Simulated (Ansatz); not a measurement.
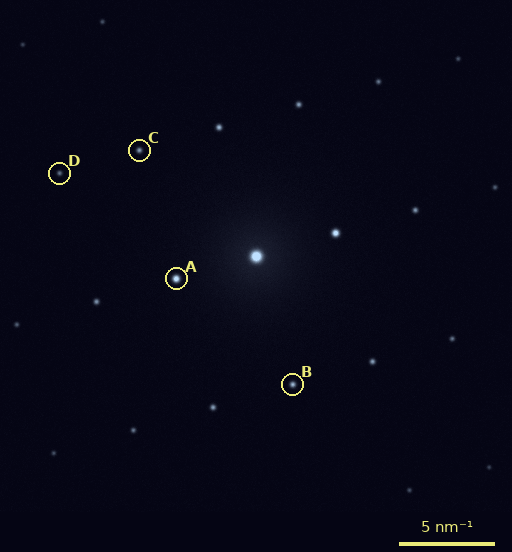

Computed electron diffraction pattern, 200 kV, single scattering only, B = 1 Å². The zone axis points towards the electron source and the pattern is seen from the source side.

Al, space group P6_3/mmc (No. 194), a = 2.84 Å, c = 4.57 Å (hexagonal axes). Structure: coordinates from a relaxation with DFT, LDA (PW92), plane waves (420 eV) with PAW, scalar-relativistic (Ansatz); the starting structure was generated, so it need not be a known form of this composition.

Spot A is indexed 0 0 -2 and spot B -1 2 0.

Give hkl for C, D.

Answer. C = A − B = 1 -2 -2 (d = 1.205 Å). D = 2A − B = 1 -2 -4 (d = 0.890 Å).

Which zone axis is this?

Answer. The cross product of A and B is parallel to [210]; every spot obeys hu + kv + lw = 0.

What are the spacings of A and B and the angle between them?

Answer. d(A) = 2.287 Å, d(B) = 1.418 Å, and the angle is 90.0°.
